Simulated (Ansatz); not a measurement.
WSe₂ (space group R-3m, No. 166): the input geometry of an electronic-structure calculation (not necessarily at equilibrium); the starting structure was generated, so it need not be a known form of this composition.

```
W Se
1.0
     3.28660    0.00000    0.00000
    -1.64330    2.84628    0.00000
     0.00000    0.00000   19.49180
W Se
3 6
Direct
  0.00000 0.00000 0.00000
  0.66667 0.33333 0.33333
  0.33333 0.66667 0.66667
  0.33333 0.66667 0.91292
  0.00000 0.00000 0.75374
  0.00000 0.00000 0.24626
  0.66667 0.33333 0.08708
  0.66667 0.33333 0.57959
  0.33333 0.66667 0.42041
```

Bonds are taken as Se–W below 2.9 Å; no other contact counts. Simplification: prune 0- and 1-connected atoms, fold 2-connected ones into links.

Derive the underlying net.

The result is a binodal (3,6)-connected, two-periodic (layers) net: Se is a 3-connected node; W is a 6-connected node, in the ratio 2:1. It is the kgd net, known from the layers of CdI2 (1T type). The layers lie parallel to (001).

```csv
node,links,point symbol,coordination sequence
Se,3,4³,3 12 9 24 15 36 21 48 27 60
W,6,4⁶·6⁶·8³,6 6 18 12 30 18 42 24 54 30
```

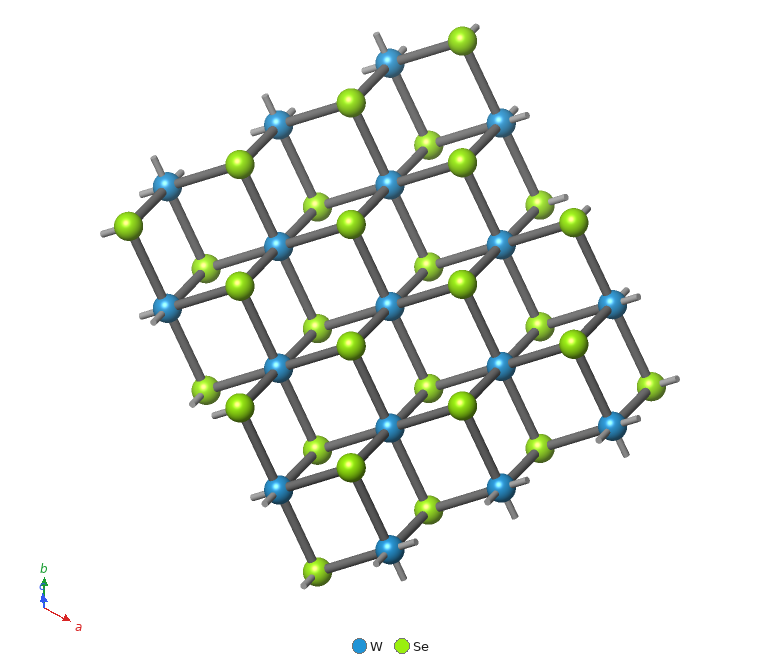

Nodes are coloured by element. One layer is drawn. Edges to nodes outside the piece are drawn as stubs.
